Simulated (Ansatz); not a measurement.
A series of calculations on Ta

### Scan

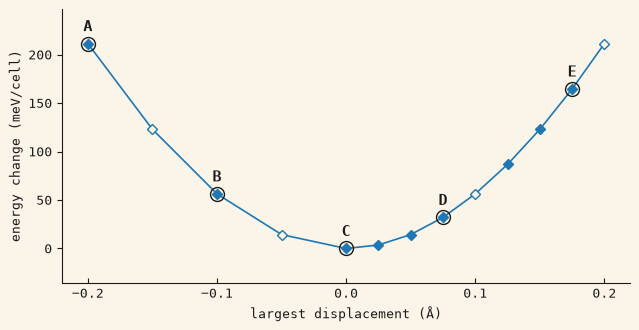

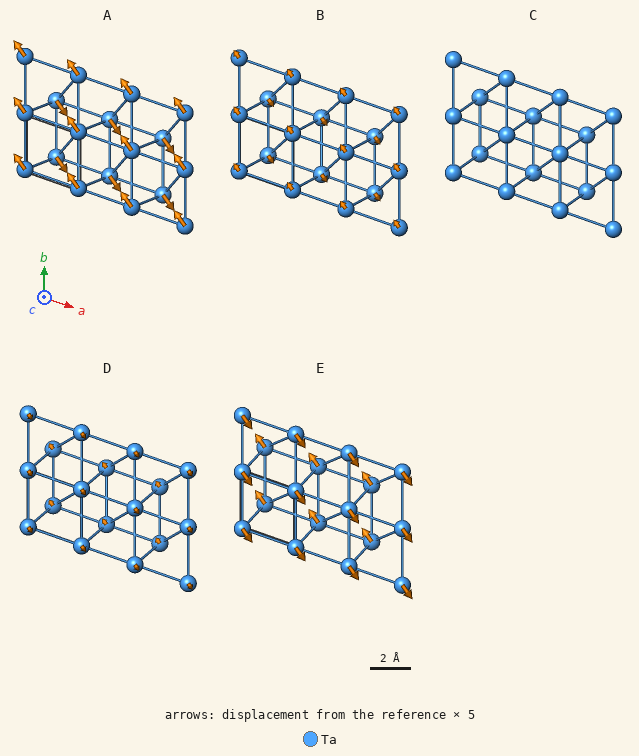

Crystalline Ta (Im-3m): a normal mode of wave vector (0, 0, 1/2) of the primitive cell, folded into a doubled cell, is frozen in with the cell fixed, the amplitude being the largest displacement of an atom. The lettered frames are marked on the plot. Hollow markers are points alike by symmetry, not computed again. The picture is a ball-and-stick view of the cell of the calculation, repeated 3 × 2 × 2 with one cell outlined, seen along the c axis. Orange arrows: displacements from the reference.

Computed with DFT PBEsol, scalar-relativistic, plane waves, PAW (Ansatz 0.2.0). (plane-wave cutoff 420 eV; k-point mesh 22 × 22 × 14; occupations gaussian; smearing width 0.15 eV; no spin polarisation). Energies (free energies at the smearing named) are counted from the relaxed crystal.

Describe the profile.

The harmonic wavenumber of the mode is 93 cm⁻¹, a stable vibration. Of the computed points the lowest is at the amplitude 0.00 Å, 0.0 meV/cell. At the ends of the scan the energy is 211.4 meV/cell (−0.20 Å) and 211.4 meV/cell (0.20 Å). The well is symmetric. The distortion takes the space group from Im-3m to Cmcm.

### Scan

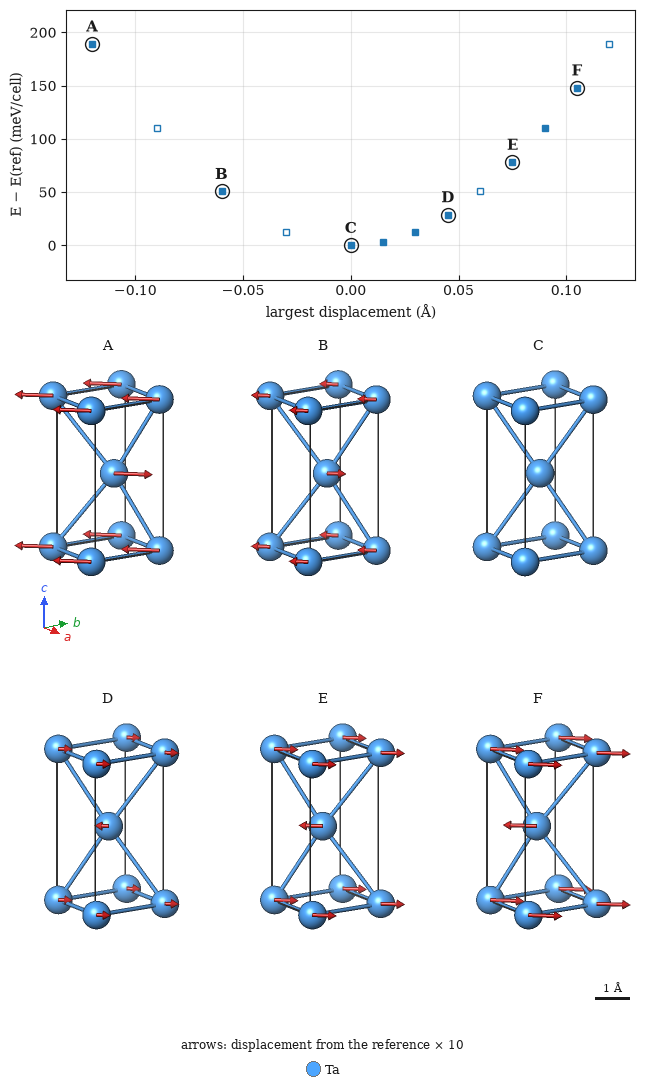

Solid Ta (Im-3m): a normal mode of wave vector (0, 0, 1/2) of the primitive cell, folded into a doubled cell, is frozen in with the cell fixed, the amplitude being the largest displacement of an atom. The lettered frames are marked on the plot. Hollow markers are points alike by symmetry, not computed again. Style: ball-and-stick. Shown: the cell of the calculation, slightly off an axis. Red arrows: displacements from the reference.

Computed with Ansatz 0.2.0, DFT PBEsol, scalar-relativistic, plane waves, PAW. Settings: plane-wave cutoff 420 eV; k-point mesh 22 × 22 × 14; occupations gaussian; smearing width 0.15 eV; no spin polarisation. Energies (free energies at the smearing named) are counted from the relaxed crystal.

What does the scan show?

The harmonic wavenumber of the mode is 147 cm⁻¹, a stable vibration. The lowest computed point lies at the amplitude 0.00 Å (0.0 meV/cell). The end points stand at 189.2 meV/cell (−0.12 Å) and 189.2 meV/cell (0.12 Å). The well is symmetric. At the highest point the shortest interatomic distance is 2.71 Å, against 2.84 Å in the reference. The distortion takes the space group from Im-3m to Cmcm.

### One mode

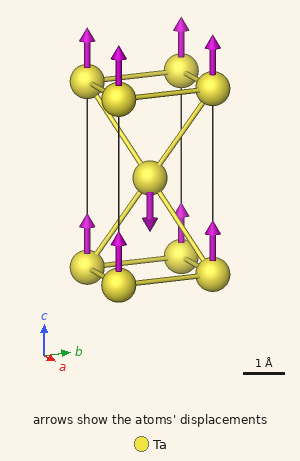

One vibrational mode of solid Ta at the zone centre of a doubled cell. The purple arrows are the displacements of the atoms (eigenvector over the root of the mass), of arbitrary overall length and sign. The picture is a ball-and-stick view of the cell of the calculation, seen slightly off an axis.

Computed with DFT PBEsol, scalar-relativistic, plane waves, PAW in Ansatz.

Input file:
```yaml
crystal:
  lattice:
    - [-1.6402597622, 1.6402597622, 1.6402597622]
    - [1.6402597622, -1.6402597622, 1.6402597622]
    - [3.2805195245, 3.2805195245, 0.0]
  atoms:
    - { symbol: Ta, position: [0.0, 0.0, 0.0] }
    - { symbol: Ta, position: [0.5, 0.5, 0.5] }
basis:
  ecutwfc: 420
kpoints:
  mp_grid: { grid: [22, 22, 14] }
hamiltonian:
  xc: pbesol
scf:
  occupations: { method: gaussian, width: 0.15 }
output:
  eigenvalues: true
phonons:
  method: fd
  supercell: [1, 1, 1]
  amplitude: 0.02
  eigenvectors: true
  dielectric: false
```

Launched with:
```bash
ansatz run input.yaml --threads 2 --pin off --max-ram 5120MiB --backend cpu --events-out ev --progress --plain --runs-dir out
```

**What mode is this, and where does it lie in the spectrum?**

This is a non-degenerate mode at 143 cm⁻¹, level 2 of 3, counted from below (the three translations aside). All motion is along c of the drawn cell; atoms of one kind move against one another, with no net shift of their sublattice. It changes sign from one half of the doubled cell to the other: it belongs to the zone boundary, q = (0, 0, 1/2) in the reciprocal vectors of the undoubled cell.
